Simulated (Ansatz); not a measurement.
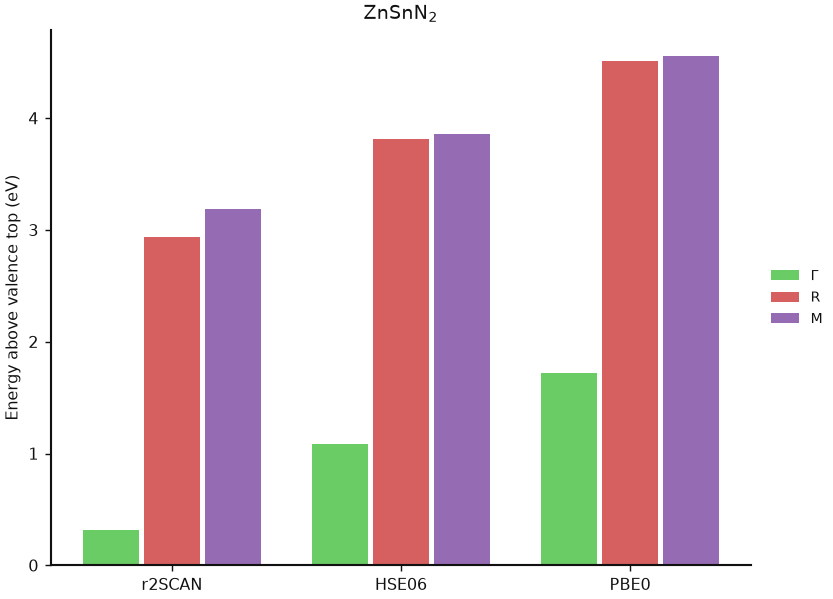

Lowest conduction level at each named k point, counted from the valence-band top at Γ, by several methods on one cell of ZnSnN2, space group P-4m2, 4 atoms in the cell, relaxed with r2SCAN; a = 3.382 Å, c = 4.700 Å (tetragonal axes). All runs are without spin-orbit coupling and carry no moments.

Does PBE0 shift these levels rigidly from r2SCAN?

The shifts are +1.40 eV at Γ, +1.57 eV at R and +1.37 eV at M, and at points that aren't plotted +1.60 eV (Z), +1.70 eV (X) and +1.53 eV (A): over the named points that both runs hold, a spread of 0.33 eV on a mean of 1.53 eV, so one shift describes them only roughly.

How do the methods rank at Γ?

From low to high: r2SCAN 0.32, HSE06 1.09, PBE0 1.72 eV.

Do the methods agree on which of these conduction levels is lowest?

Yes: all put it at Γ.

| method | program | Γ (eV) | R (eV) | M (eV) |
| --- | --- | --- | --- | --- |
| r2SCAN | Ansatz | 0.32 | 2.94 | 3.19 |
| HSE06 | Ansatz | 1.09 | 3.81 | 3.86 |
| PBE0 | Ansatz | 1.72 | 4.51 | 4.56 |

Settings. r2SCAN: Ansatz PAW set, 8×8×6 k mesh, 500 eV cutoff, Fermi-Dirac smearing of 0.02 eV (Ansatz 0.2.0). HSE06: Ansatz PAW set, 6×6×4 k mesh, 420 eV cutoff, Fermi-Dirac smearing of 0.02 eV (Ansatz 0.2.0). PBE0: Ansatz PAW set, 6×6×4 k mesh, 420 eV cutoff, fixed occupations (Ansatz).

These are three of the 5 methods that were run on this cell. The PAW data sets were made with another functional. The cell was built by a generator and needn't be a form met in nature. HSE06 and PBE0: the k mesh is thin for exact exchange. LDA, GGA and most meta-GGA functionals understate gaps.
